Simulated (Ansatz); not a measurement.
# Band-structure calculation, with input and output: FeCo

System: FeCo (Pm-3m, 2 atoms in the cell).
Method: DFT PBE, scalar-relativistic, plane waves, PAW, spin-polarised (Ansatz 0.2.0).

The structure was made by a generator, so it may or may not be a known phase. Figures and captions count atoms from 1; the log counts them from 0 in places.

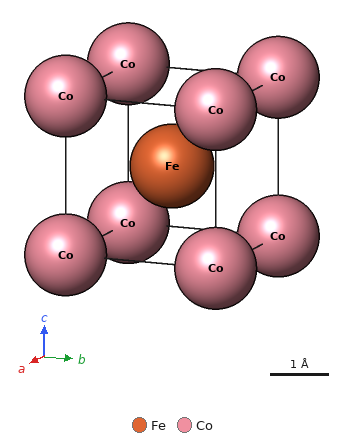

Figure 1. The structure as given in the input (spheres-only view of the cell of the calculation, seen slightly off an axis).

**Results in brief**

```csv
quantity,value
outcome,converged
space group (tolerance 0.01 Å),Pm-3m (221)
electrons treated,33
free energy,−9606.7709 eV
Fermi energy,18.369 eV
gap on the k-point mesh,none (metallic)
net moment of the cell,−4.53 μB
integrated absolute moment,4.80 μB
pressure,0.00 GPa
largest force (length of the vector),under 0.001 eV/Å
hardware,"1 thread of Intel Xeon (Granite Rapids), 32 GiB of memory available, shared host"
wall time,29 s
peak memory,0.56 GiB
```

**Remarks**

Notes on the run: the state was not tested for a lower one.

**Input file**
```yaml
crystal:
  lattice:
    - [2.8448463959, 0.0, 0.0]
    - [0.0, 2.8448463959, 0.0]
    - [0.0, 0.0, 2.8448463959]
  atoms:
    - { symbol: Fe, position: [0.5, 0.5, 0.5], spin: -3.09 }
    - { symbol: Co, position: [0.0, 0.0, 0.0], spin: -2.01 }
basis:
  ecutwfc: 420
kpoints:
  mp_grid: { grid: [20, 20, 20] }
  band_path:
    path:
      - [[0.0, 0.0, 0.0], [0.0, 0.5, 0.0], [0.5, 0.5, 0.0], [0.0, 0.0, 0.0], [0.5, 0.5, 0.5], [0.0, 0.5, 0.0]]
      - [[0.5, 0.5, 0.5], [0.5, 0.5, 0.0]]
    npoints: 14
hamiltonian:
  xc: pbe
scf:
  occupations: { method: gaussian, width: 0.1 }
  n_extra_bands: 6
output:
  forces: true
  stress: true
  eigenvalues: true
  populations: true
  dos: { projected: true, de: 0.02, nscf_kmesh: { grid: [24, 24, 24] } }
  bader: true
  write_density: true
  write_potential: true
  elf: true
  volumetric_format: npy
magnetization:
  spin_polarized: true
checkpoint:
  read: start.run
  write: ck
  compress: false
  write_wavefunctions: false
  write_every: 100000
```

Launch command:
```bash
ansatz run input.yaml --threads 1 --pin off --max-ram 2560MiB --backend cpu --events-out ev --progress --plain --runs-dir out
```

**Log**
```
Warning: the band count 23 (scf.n_extra_bands) hosts the net moment |M| = 5.1000 μB (N_el = 33) but caps the reachable moment at 2·n_bands − N_el = 13.0000 μB, below the 24 bands that the automatic rule leaves for it — a moment growing past the seed, or the majority channel's smearing tail, pins there with fewer empty majority states than that count leaves; raise or omit scf.n_extra_bands unless the cap is intended
Warning: checkpoint.read: spin seed differs: saved 2e5de5956109…, current db0d564efc16…; the loaded state replaces the seed-built initial guess (but the starting_ns of a DFT+U solve that opens without the state's occupation matrices), so the run may converge into the producing seed's basin, or, where the symmetry group that follows from this deck's starting moments and starting_ns does not hold the saved magnetisation, lose that magnetisation at its first build. Where atoms have moved since the state was saved, this difference can also decide whether moments are moved with them. A self-consistent run of this deck without the state starts from its starting moments and, under a DFT+U term, its starting_ns
scf.n_extra_bands = 6 over 17 filled bands (N_el = 33.0): the run solves 23 bands
Engine: ansatz 0.2.0, x86_64-unknown-linux-gnu
Pseudopotentials: kind: paw
Pseudopotential: Fe, paw, valence charge 16, recommended cutoff 420 eV (normal), Fe.paw.azcp
Pseudopotential: Co, paw, valence charge 17, recommended cutoff 420 eV (normal), Co.paw.azcp
Functional definition: PBE
  parameter kappa = 0.804
  parameter beta = 0.06672455060314922
  exchange = pbe_x(kappa = kappa, mu = beta*pi^2/3)
  correlation = pbe_c(beta = beta)
Crystal: 2 atoms, lattice volume = 23.024 Å³
Basis set: ecut = 420 eV, 461 PW (Γ), exchange–correlation on 40×40×40 points (8 copies of the dense FFT grid, shifted against one another)
Bands: 23, of which v1, the nominal top of the filled ones, is band 17 counted from 1 (16 counted from 0)
Symmetry: 48 space group operations
Space group: Pm-3m (ITA 221), of the structure as read, at distance tolerance 2.8e-5 Å
Magnetic group: BNS 221.92 (UNI 1594), of the structure as read, at distance tolerance 2.8e-5 Å
k-points: 286 of 8000
Non-local potential: Fe, projectors of the file, l = 0: 3, l = 1: 2, l = 2: 3, l = 3: 1
Non-local potential: Co, projectors of the file, l = 0: 3, l = 1: 2, l = 2: 3, l = 3: 1
PAW form: soft (Blöchl's): semilocal exchange-correlation on the pseudo side does not see the compensation charge
PAW one-centre angular grid: Fe, 590 points (default); XC on 64 Gauss nodes
PAW one-centre angular grid: Co, 590 points (default); XC on 64 Gauss nodes
Initial density: read from a saved state, or passed on in memory by an earlier SCF of this step, an earlier step, the calling program or the single point that the run made first
Stability of the state it starts from, as read at its close in the collinear treatment: not read negative (Ritz values of 1 − χ₀K, real part plus size of imaginary part, from 0.42 to 0.53, by its mixing steps under the symmetry group of the SCF that read it); its run was given moments
Starting moments: Σ|m| = 5.1 μB on 2 of 2 sites; this step starts from the density that it was given
Initial wavefunctions: pseudopotential atomic-orbital guess
Functional: x = pbe(κ = 0.804, μ = 0.2195149727645171), c = pbe(β = 0.06672455060314922)
iter 1 solved again at ethr=3.30e-9 eV; its pass at ethr=3.10e-3 eV (dr2=1.09e-6 eV) is discarded
SCF iter   1: F=—  HF=-9606.770905 eV  |F-HF|=—  |Δ(HF+E_count)|=         —  Δρ=3.47e-7 (↑3.47e-7 ↓3.47e-7)  dr2=5.01e-11  dr2_m=8.23e-12  M=-4.529 μB ∫|m|=4.797 μB  β_m=0.30  ethr=3.30e-9  ⟨swp⟩=4.0  Hψ=94832  notcnv=0
preconditioner: auto → none  [metal: Δε(μ)=0.005 eV  Ē_g=8.963 eV  σ=0.100 eV  W_gap=0.03  n_scr=6 (ndim 8)  ℏωp=31.9 eV  f_vac=0.000  D(μ)=1.44/eV (n_scr^D=18)]
SCF iter   2: F=-9606.770905 eV  HF=-9606.770905 eV  |F-HF|=3.00e-10  |Δ(HF+E_count)|=   3.56e-8  Δρ=1.04e-6 (↑1.04e-6 ↓4.21e-7)  dr2=3.34e-10  dr2_m=3.16e-11  M=-4.529 μB ∫|m|=4.797 μB  ethr=1.00e-12  ⟨swp⟩=8.1  Hψ=68642  notcnv=0
SCF 1 converged in 2 iterations: F = -9606.770905 eV  dr2 = 3.34e-10
  greatest PAW one-centre occupation: 1.002 electrons in one spin orbital (limit 2), on the Fe atom at site 0 (counted from 0), in its partial waves of l = 1
NSCF: frozen V_eff on 86 k-points
NSCF: frozen V_eff on 455 k-points
SCF converged after 2 iterations
Magnetization: -4.5292 μB (14.2354 up, 18.7646 down)
Absolute magnetization: 4.7980 μB (∫|ρ↑−ρ↓|, with the PAW one-centre terms)
Spin contamination: 0.0829 ħ² per cell (⟨S²⟩ above its minimum at these occupations)
Per-site moments (μB) at R_I (Å): [(-2.8059675828636754, 1.016280065094526), (-1.829106225495123, 1.016280065094526)]
Free energy (F): -9606.770905 eV
Harris-Foulkes:  -9606.770905 eV  (|F-HF|=3.00e-10)
Internal energy: -9606.763690 eV  (E = F + TS)
E sigma→0 (E₀):  -9606.767297 eV
Entropy (-TS):   -0.007216 eV (-3.608 meV/atom)
Fermi energy:    18.369288 eV
--- Per-component energies (eV) ---
  E_band       = -480.919647
  E_kinetic    = 800.734218
  E_local      = -5000.199023  (includes V_loc(G=0)·N_el)
  E_nonlocal   = 674.634850
  E_hartree    = 2094.082048
  E_xc         = -276.082104
  E_vxc        = -355.877455  (∫ρ·V_xc dr)
  E_paw        = -2882.360611  (= ΣΔE_a)
  E_vpaw       = -788.378017  (= ΣTr[D̂ρ^β])
  E_aug_tail   = 0.000712  (compensation charges beyond the density's cutoff)
  E_ewald      = -5017.573780
  E_smearing   = -0.007216  (= −TS)
  E_closure    = -0.000000  (closes the sum)
  Σ components = -9606.770905   (vs F -9606.770905, Δ=0.00e0)
--- Forces (eV/Å), atoms counted from 1 ---
  atom   1  Fe     0.00000000    -0.00000000    -0.00000000
  atom   2  Co    -0.00000000    -0.00000000     0.00000000
  max |Σ_I F_I| component: 3.26e-29 eV/Å
--- Stress (GPa, compression-positive) ---
        0.001220       0.000000       0.000000
        0.000000       0.001220       0.000000
        0.000000       0.000000       0.001220
  P = ⅓ Tr σ = 0.0012 GPa (0.012 kbar)
--- Band table (eV; the first three rows and the last of 572) ---
  k-point 0 ↑: bands = ["-75.8649", "-67.3362", "-39.1576", "-39.1576", "-39.1576", "-33.4102", "-33.4102", "-33.4102", "9.3539", "14.8076", "14.8076", "17.1675", "17.1675", "17.1675", "19.1772", "19.1772", "19.8873", "19.8873", "19.8873", "27.5670", "27.5670", "27.5670", "33.9874"]
  k-point 1 ↑: bands = ["-75.8648", "-67.3361", "-39.1586", "-39.1575", "-39.1575", "-33.4121", "-33.4102", "-33.4102", "9.4054", "14.8238", "14.8323", "17.1644", "17.1644", "17.1809", "19.1500", "19.1876", "19.8332", "19.8332", "19.8724", "27.2383", "27.6763", "27.6763", "33.9979"]
  k-point 2 ↑: bands = ["-75.8645", "-67.3357", "-39.1615", "-39.1571", "-39.1571", "-33.4174", "-33.4100", "-33.4100", "9.5589", "14.8690", "14.9059", "17.1559", "17.1559", "17.2207", "19.0689", "19.2178", "19.6816", "19.6816", "19.8285", "26.4153", "27.9938", "27.9938", "34.0299"]
  k-point 285 ↓: bands = ["-78.1049", "-70.6110", "-41.3813", "-41.3813", "-41.3813", "-36.6787", "-36.6787", "-36.6787", "14.2456", "14.2456", "14.2456", "14.5443", "14.5443", "14.5443", "16.4334", "16.4334", "16.6397", "16.6397", "25.9081", "25.9081", "25.9081", "25.9822", "25.9822"]
--- Löwdin populations: 2 sites ---
  site symbol       q [e]    m [muB]
     0     Fe     15.7417    -2.8641
     1     Co     16.7722    -1.8192
  spilling = 0.014730 (of n_electrons = 33.000000)
--- Bader charges: 2 sites ---
  site symbol  charge [e]  shift [e]    m [muB]
     0     Fe      0.2044     0.0008    -2.7911
     1     Co     -0.2044     0.0008    -1.7381
  estimated error of the sums over rays = 4.5e-4 e
```

**File bader_charges.tsv**
```
# site	symbol	x_ang	y_ang	z_ang	partial_charge_e	electrons	volume_ang3	relative_density_drop	shared_charge_e	partial_wave_shift_e	spin_moment_mub
# quadrature_error_electrons = 4.5e-4
0	Fe	1.4224	1.4224	1.4224	0.20436	25.79564	11.14	-	0.20436	0.00075	-2.79113
1	Co	0.0000	0.0000	0.0000	-0.20436	27.20436	11.88	-	-0.20436	0.00075	-1.73812
```

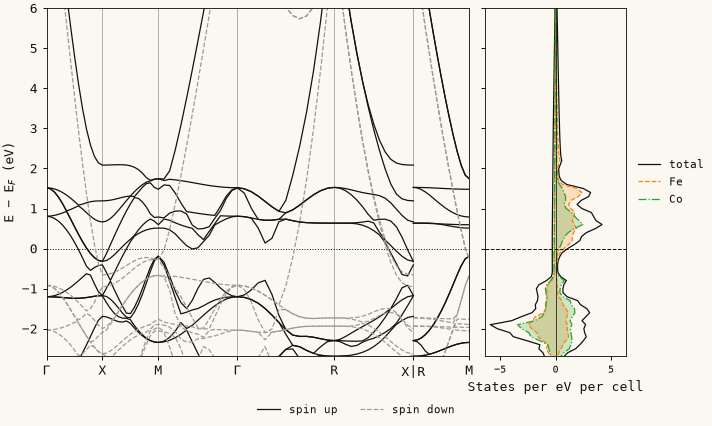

Figure 2. Band structure along Γ–X–M–Γ–R–X|R–M and density of states (projected on Löwdin-orthogonalised atomic shells), with energies from the Fermi level. Bands cross the Fermi level: a metal at this level of theory.

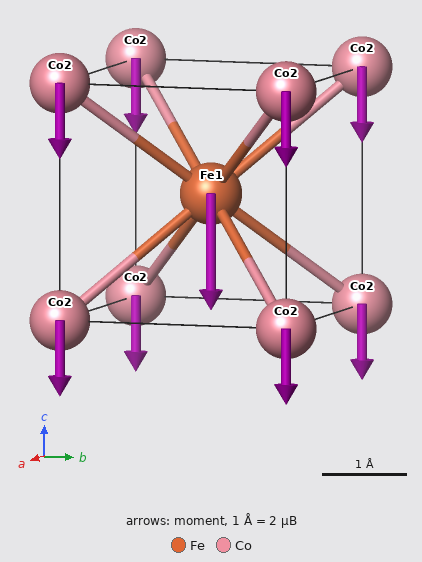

Figure 3. Magnetic moments of the sites as pink arrows (ball-and-stick view of the cell of the calculation, seen slightly off an axis; atoms are numbered from 1 in the order of the input); small moments hardly show. The run is collinear, so the axis drawn is arbitrary. Site moments: Fe1 (−2.81 μB); Co2 (−1.83 μB). They are counted near the atoms and needn't add up to the moment of the cell.

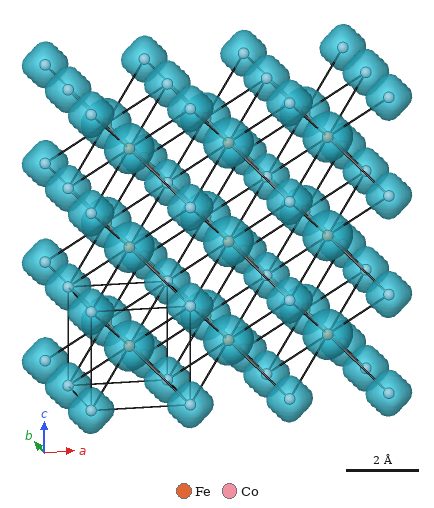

Figure 4. Isosurface of the spin density at −0.5 e/Å³ (cyan), seen slightly off an axis. Sticks mark near contacts. The outline is the cell set on symmetry axes. The cell of the calculation (2 atoms) carries 4.5 μB net. The fields are those of the smooth PAW valence density.

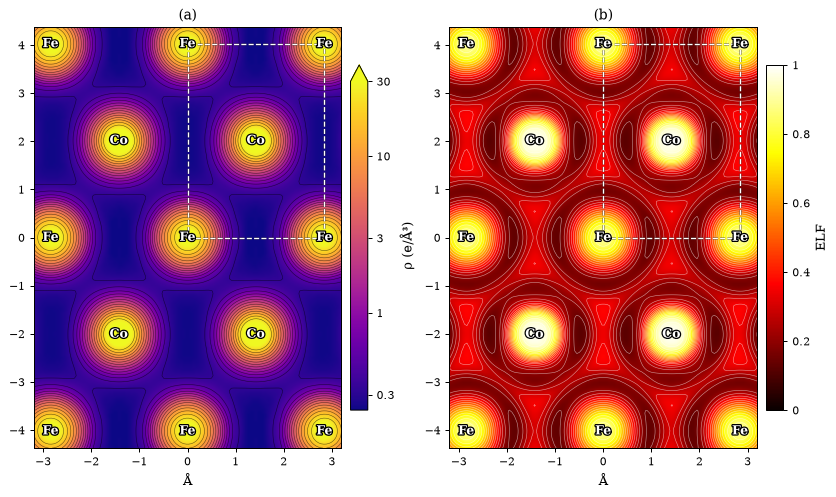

Figure 5. (a) valence electron density; (b) ELF on the (101̄) plane of the conventional cell. Fe–Co (2.46 Å): the density is about 0.35 e/Å³ at the midpoint; the ELF is about 0.25 at the midpoint; no shared electron pair. Away from the nuclei the density in this plane falls to 0.24 e/Å³ at its lowest. The strong features right at Fe and Co lie inside the PAW spheres (semicore, d or f shells) and say nothing about bonding.

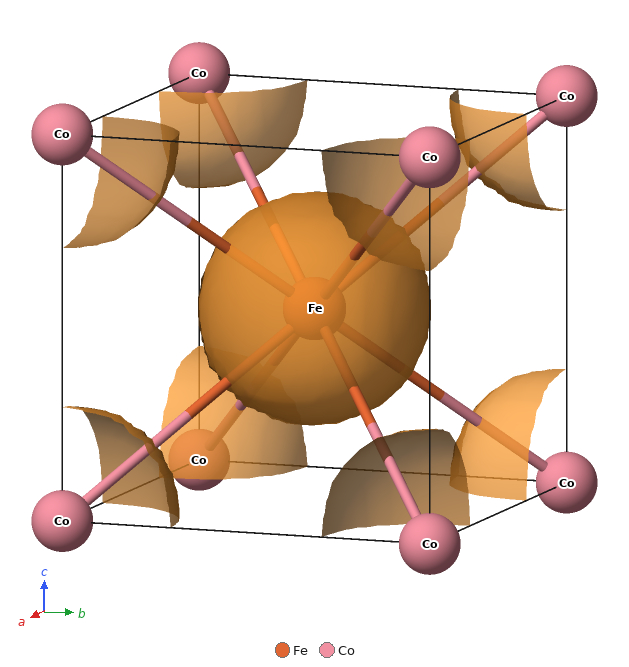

Figure 6. Isosurface of the valence pseudo-density at 0.8 e/Å³ (orange), seen slightly off an axis. Sticks mark near contacts. The outline is the cell set on symmetry axes. At this value the density breaks into separate islands; it holds about 80 % of the electrons treated as valence (semicore included). It is pinched off along the Fe–Co (2.46 Å) contacts. On the grid the lowest density along these lines, outside the cores, is 0.35 e/Å³ (Fe–Co, 2.46 Å).
